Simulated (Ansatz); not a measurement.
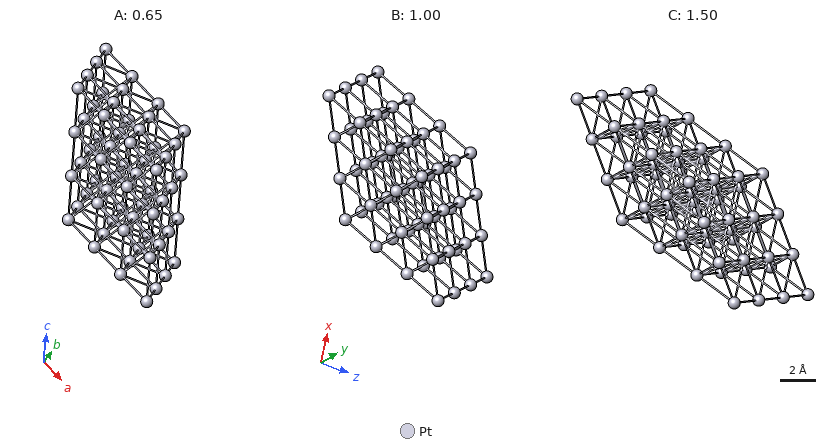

A scan of crystalline Pt (Im-3m): the ratio of the cell's length along z to its lengths across, counted as 1 for the reference, is changed at fixed volume (a tetragonal or Bain path), with the atoms kept at their fractional coordinates. x, y and z are the Cartesian axes of the input. Style: ball-and-stick. Shown: the cell of the calculation, repeated 3 × 3 × 3 with one cell outlined, slightly off an axis.

These are results of Ansatz 0.2.0, DFT r2SCAN, scalar-relativistic, plane waves, PAW, not measurements. Settings: plane-wave cutoff 500 eV; k-point mesh 24 × 24 × 24; occupations gaussian; smearing width 0.15 eV; no spin polarisation. Energies (free energies at the smearing named) are counted from the cell as listed in its source, which wasn't relaxed.

**Rank the frames from lowest to highest energy.**

Lowest first: C (the relative ratio 1.50, −78 meV/atom), B (the relative ratio 1.00, 0 meV/atom), A (the relative ratio 0.65, 458 meV/atom). Over the whole scan: the lowest computed point lies at the relative ratio 0.78 (−92 meV/atom). A local maximum lies at 1.00 (0 meV/atom). The end points stand at 458 meV/atom (0.65) and −78 meV/atom (1.50). The unrelaxed reference is under a pressure of −6.5 GPa. The distortion takes the space group from Im-3m to I4/mmm, except for Fm-3m at 1.414. At the relative ratio 1.50 the cell of the drawing goes a 2.744 → 2.853 Å, b 2.744 → 2.853 Å, c 2.744 → 2.853 Å, α 109.5° → 122.0°, β 109.5° → 122.0°, γ 109.5° → 86.6°.
